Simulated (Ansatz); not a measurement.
Consider SiNi (slab).

Input file:

```
crystal:
  lattice:
    - [3.3577714519, 0.0, 0.0]
    - [0.0, 5.0878282958, 0.0]
    - [0.0, 0.0, 25.3634253977]
  atoms:
    - { symbol: Ni, position: [0.75, 0.509300731, 0.2957013843] }
    - { symbol: Si, position: [0.25, 0.8214276642, 0.3176769656] }
    - { symbol: Si, position: [0.75, 0.1785723358, 0.3554056243] }
    - { symbol: Ni, position: [0.25, 0.490699269, 0.3773812057] }
    - { symbol: Ni, position: [0.25, 0.990699269, 0.4046738543] }
    - { symbol: Si, position: [0.75, 0.6785723358, 0.4266494356] }
    - { symbol: Si, position: [0.25, 0.3214276642, 0.4643780944] }
    - { symbol: Ni, position: [0.75, 0.009300731, 0.4863536757] }
    - { symbol: Ni, position: [0.75, 0.509300731, 0.5136463243] }
    - { symbol: Si, position: [0.25, 0.8214276642, 0.5356219056] }
    - { symbol: Si, position: [0.75, 0.1785723358, 0.5733505644] }
    - { symbol: Ni, position: [0.25, 0.490699269, 0.5953261457] }
    - { symbol: Ni, position: [0.25, 0.990699269, 0.6226187943] }
    - { symbol: Si, position: [0.75, 0.6785723358, 0.6445943757] }
    - { symbol: Si, position: [0.25, 0.3214276642, 0.6823230344] }
    - { symbol: Ni, position: [0.75, 0.009300731, 0.7042986157] }
basis:
  ecutwfc: 420
kpoints:
  mp_grid: { grid: [10, 7, 1] }
hamiltonian:
  xc: pbesol
scf:
  occupations: { method: gaussian, width: 0.1 }
output:
  forces: true
  eigenvalues: true
  write_density: true
  write_potential: true
  elf: true
  volumetric_format: npy
relax:
  adjacent_minimum: "off"
  f_tol: 0.02
  max_steps: 60
efield:
  axis: 3
  dipole_correction: true
  ramp_width: 0.04
```

Command:

```sh
ansatz run input.yaml --threads 2 --pin off --max-ram 5120MiB --backend cpu --events-out ev --progress --plain --runs-dir out
```

The fields are those of the run's last geometry, not of the input's.

Computed without spin polarisation.

Level of theory: DFT PBEsol, scalar-relativistic, plane waves, PAW in Ansatz 0.2.0.

**What can the converged valence pseudo-density and electron localisation function tell about the bonding?**

Si–Ni (2.24 Å): the density is about 0.55 e/Å³ at the midpoint; the ELF peaks at about 0.75 in the valence shell of Si, 0.8 Å from its nucleus, and is about 0.50 at the midpoint.
Si–Ni (2.27 Å): ρ at the midpoint is about 0.51 e/Å³; the ELF peaks at about 0.70 in the valence shell of Si, 0.9 Å from its nucleus, and is about 0.50 at the midpoint.
Si–Ni (2.37 Å): ρ at the midpoint is about 0.45 e/Å³; the ELF peaks at about 0.70 in the valence shell of Si, 0.9 Å from its nucleus, and is about 0.50 at the midpoint.

**Does the calculation make it a metal, or give it a gap?**

It is metallic or semimetallic at this level of theory: no gap opens.

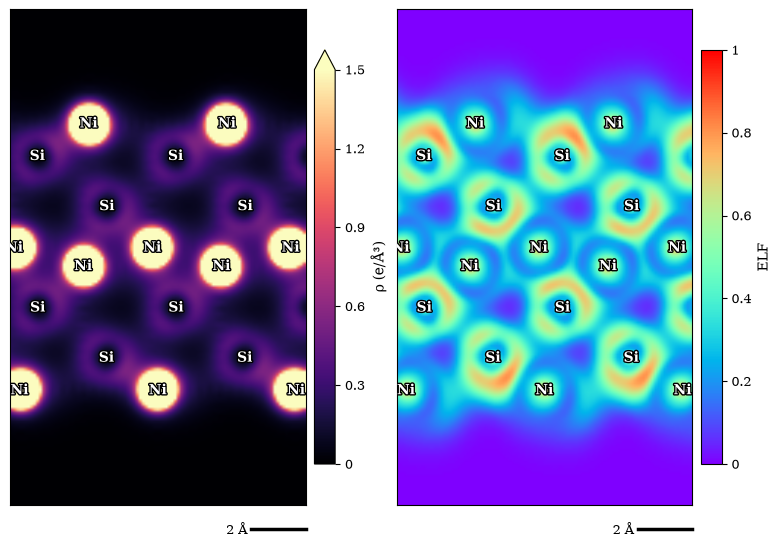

Computed valence pseudo-density and electron localisation function on the (100) plane of the calculation cell, a cut from vacuum to vacuum, in this order. 

Core electrons are frozen (PAW), and the valence fields are smoothed inside the atomic spheres.
